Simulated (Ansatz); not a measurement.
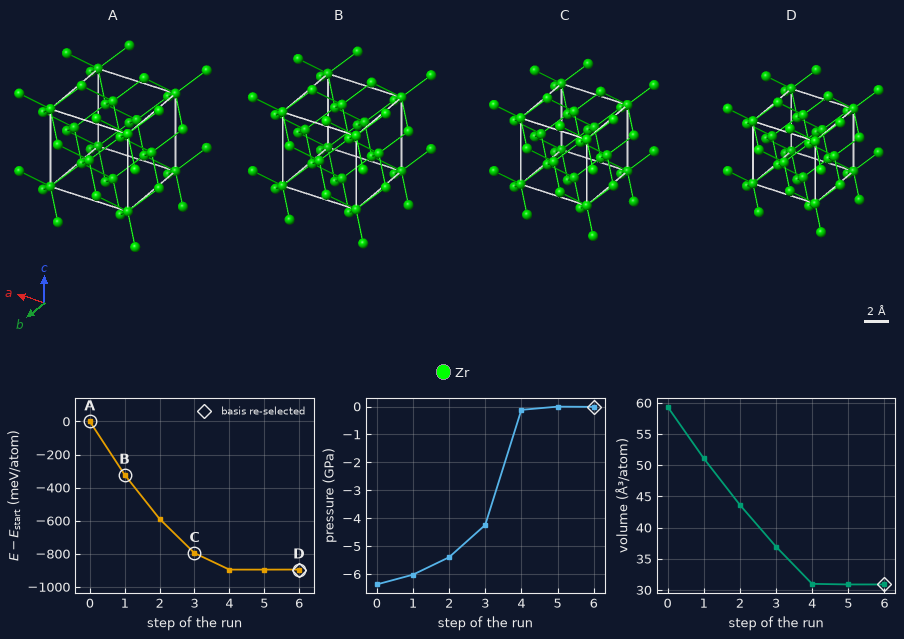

Frames of a relaxation of solid Zr (a generated structure, set up in Fd-3m), marked on the history of the run. The picture is a ball-and-stick view of the conventional cell (4 times the calculation's cell), seen from a free direction. Lengths and directions refer to the drawn axes.

All numbers below come from DFT PBE, scalar-relativistic, plane waves, PAW; settings changed (Ansatz).

Input
```yaml
crystal:
  lattice:
    - [0.0, 3.9019035256, 3.9019035256]
    - [3.9019035256, 0.0, 3.9019035256]
    - [3.9019035256, 3.9019035256, 0.0]
  atoms:
    - { symbol: Zr, position: [0.0, 0.0, 0.0] }
    - { symbol: Zr, position: [0.25, 0.25, 0.25] }
basis:
  ecutwfc: 420
kpoints:
  mp_grid: { grid: [10, 10, 10] }
hamiltonian:
  xc: pbe
scf:
  occupations: { method: gaussian, width: 0.1 }
  algorithm: density_mixing
output:
  forces: true
  eigenvalues: true
  stress: true
relax:
  adjacent_minimum: "off"
  f_tol: 0.01
  max_steps: 60
  cell: { stress_tol: 0.1 }
```

Run as
```bash
ansatz run input.yaml --threads 1 --pin off --max-ram 2560MiB --backend cpu --events-out ev --progress --plain --runs-dir out
```

### What happens along the run?

After 5 accepted moves (6 points after the start) the energy has fallen by 895 meV per atom. All forces vanish by symmetry, so only the cell relaxes. Pressure: −6.37 GPa at the start and −0.01 GPa at the end. At 1 point the geometry stayed and the basis and grid were re-selected for the new cell (energy shift of 0.4 meV per atom at most each time). The atoms keep their places relative to the cell (all moves are under 0.005 Å). Cell: a = b = c 7.804 → 6.276 Å (−19.6 %). Volume −48.0 %. Some distances before and after: Zr1–Zr2 3.379 → 2.718 Å. The space group stays Fd-3m (No. 227). From step 0 to 1: volume −13.9 %, energy −322 meV per atom. From step 1 to 3: volume −27.7 %, energy −473 meV per atom. From step 3 to 6: volume −16.4 %, energy −99.7 meV per atom.

```csv
step,"E − E(0), meV/atom","pressure, GPa","volume, Å³/atom",note
0,0.00,-6.37,59.406,
1,-322.41,-6.02,51.134,
2,-588.67,-5.39,43.669,
3,-795.13,-4.24,36.968,
4,-895.17,-0.12,30.990,
5,-895.21,0.00,30.897,
6,-894.80,-0.01,30.897,"same geometry, new basis"
```
